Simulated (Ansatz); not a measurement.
```cif
data_structure
_symmetry_space_group_name_H-M 'P 1'
_symmetry_Int_Tables_number 1
_cell_length_a 2.5927
_cell_length_b 5.5393
_cell_length_c 27.5854
_cell_angle_alpha 90.000
_cell_angle_beta 90.000
_cell_angle_gamma 103.534
_cell_volume 385.17
loop_
_atom_site_label
_atom_site_type_symbol
_atom_site_fract_x
_atom_site_fract_y
_atom_site_fract_z
_atom_site_occupancy
Zn1 Zn 0.74813 0.49625 0.27188 1
Zn2 Zn 0.01261 0.02522 0.28421 1
Zn3 Zn 0.33504 0.67008 0.34587 1
Zn4 Zn 0.59952 0.19905 0.35820 1
Zn5 Zn 0.92195 0.84390 0.41985 1
Zn6 Zn 0.18644 0.37288 0.43218 1
Zn7 Zn 0.50886 0.01773 0.49383 1
Zn8 Zn 0.77335 0.54670 0.50617 1
Zn9 Zn 0.09578 0.19156 0.56782 1
Zn10 Zn 0.36026 0.72053 0.58015 1
Zn11 Zn 0.68269 0.36538 0.64180 1
Zn12 Zn 0.94718 0.89435 0.65413 1
Zn13 Zn 0.26960 0.53921 0.71579 1
Zn14 Zn 0.53409 0.06818 0.72812 1
```

Not relaxed (largest force 0.4 eV/Å).

These are results of DFT PBEsol, scalar-relativistic, plane waves, PAW in Ansatz, not measurements.

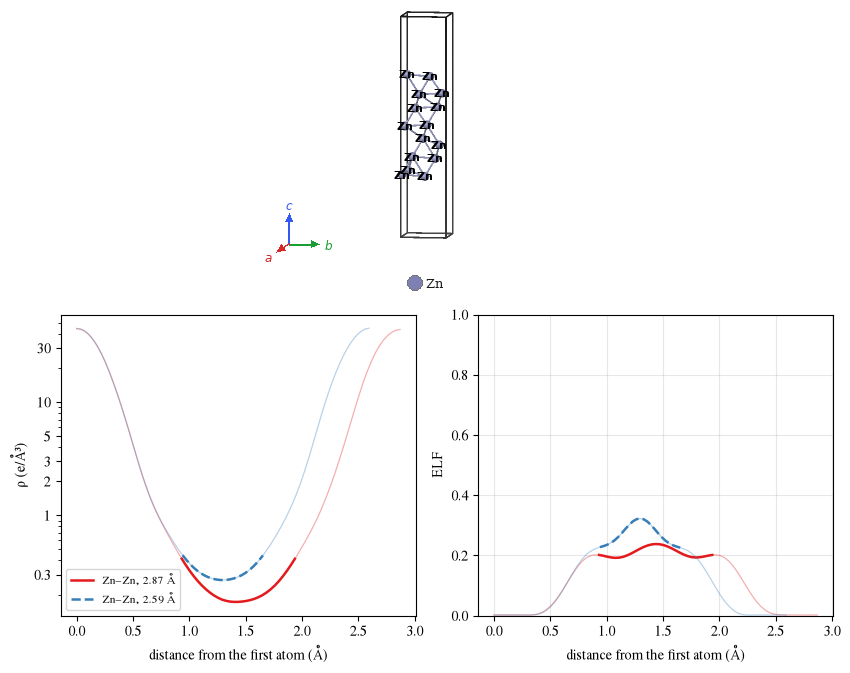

Zn (slab). Valence electron density and ELF along straight lines between neighbouring atoms. Thin, pale parts lie inside the atomic spheres. The structure is drawn too.

The density is the valence pseudo-density of a PAW calculation; it isn't the true density close to the nuclei.

Question: Compare the contacts.

Answer: Zn–Zn (2.87 Å): ρ is about 0.17 e/Å³ halfway; the ELF is about 0.25 at the midpoint; no localised pair shows between them.
Zn–Zn (2.59 Å): the density is about 0.27 e/Å³ at the midpoint; the ELF is about 0.30 at the midpoint.
